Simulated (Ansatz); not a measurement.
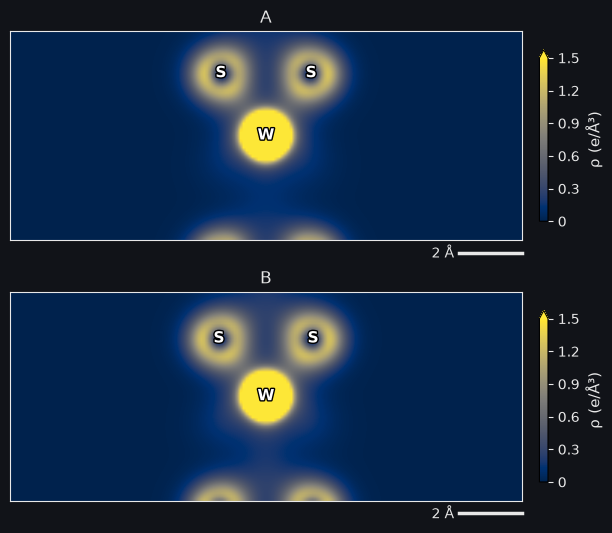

WS₂. The valence electron density of two cells that differ in size and shape, on the (110) plane of each (indices in the axes of the calculation cell), at one length scale and on one colour scale; one has 47.6 and the other 53.2 Å³ an atom.

Space group P-6m2; a structure from a database of computed crystals, not necessarily the ambient phase.

Computed with DFT PBEsol, scalar-relativistic, plane waves, PAW (Ansatz).

Core electrons are frozen (PAW), and the valence fields are smoothed inside the atomic spheres.

The larger cell:

```cif
data_structure
_symmetry_space_group_name_H-M 'P 1'
_symmetry_Int_Tables_number 1
_cell_length_a 3.4382
_cell_length_b 3.4382
_cell_length_c 15.5945
_cell_angle_alpha 90.000
_cell_angle_beta 90.000
_cell_angle_gamma 120.000
_cell_volume 159.65
loop_
_atom_site_label
_atom_site_type_symbol
_atom_site_fract_x
_atom_site_fract_y
_atom_site_fract_z
_atom_site_occupancy
W1 W 0.33333 0.66667 0.00000 1
S1 S 0.66667 0.33333 0.90800 1
S2 S 0.66667 0.33333 0.09200 1
```

The smaller cell: a = 3.184 Å, b = 3.184 Å, c = 16.273 Å, α = 90.00°, β = 90.00°, γ = 120.00°.

**Which is the denser cell? Describe the effect of the change.**

Panel B is the smaller cell, by 11 % in volume. From the larger cell to the smaller, W–S goes from 2.45 to 2.37 Å, and the density at its midpoint from 0.59 to 0.67 e/Å³; the pressure goes from −4.0 to 1.5 GPa; the Kohn–Sham gap goes from metallic to 1.3 eV.
